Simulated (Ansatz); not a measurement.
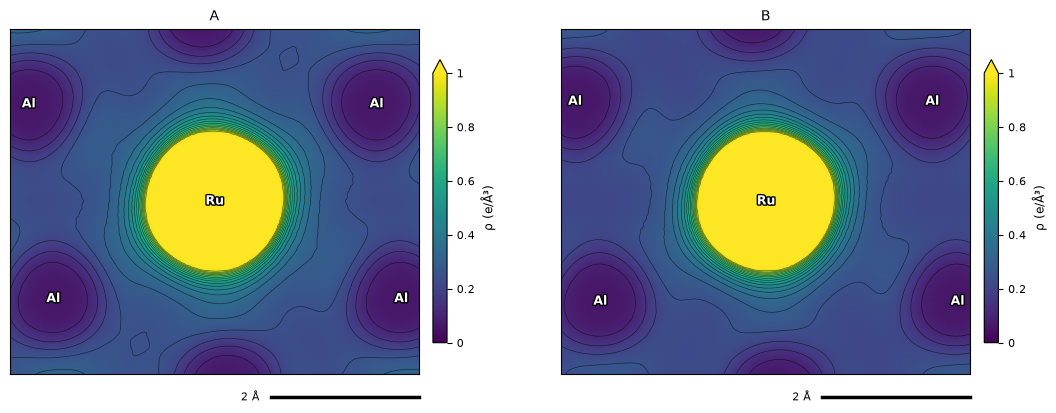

Al2Ru. The valence charge density (pseudo) of two cells that differ in size, on the (11̄0) plane of each (indices in the axes of the calculation cell), at one length scale and on one colour scale: B has 14.3 Å³ an atom and A 13.2.

Level of theory: Kohn-Sham DFT of a periodic cell, LDA, Ansatz PAW (Ansatz 0.2.0).

In a PAW calculation such maps are meaningful between the atoms, not at the nuclei.

The larger cell:

```cif
data_structure
_symmetry_space_group_name_H-M 'P 1'
_symmetry_Int_Tables_number 1
_cell_length_a 4.8265
_cell_length_b 4.8265
_cell_length_c 4.8265
_cell_angle_alpha 141.758
_cell_angle_beta 141.758
_cell_angle_gamma 55.193
_cell_volume 42.76
loop_
_atom_site_label
_atom_site_type_symbol
_atom_site_fract_x
_atom_site_fract_y
_atom_site_fract_z
_atom_site_occupancy
Ru1 Ru 0.00000 0.00000 0.00000 1
Al1 Al 0.34080 0.34080 0.00000 1
Al2 Al 0.65920 0.65920 0.00000 1
```

The smaller cell: a = 4.699 Å, b = 4.699 Å, c = 4.699 Å, α = 141.76°, β = 141.76°, γ = 55.19°.

What changes from the larger cell to the smaller?

From the larger cell to the smaller, Al–Ru goes from 2.62 to 2.55 Å, and the density at its midpoint from 0.36 to 0.4 e/Å³; Al–Al goes from 2.72 to 2.65 Å, and the density at its midpoint from 0.21 to 0.23 e/Å³; the pressure goes from −11 to 3.1 GPa.
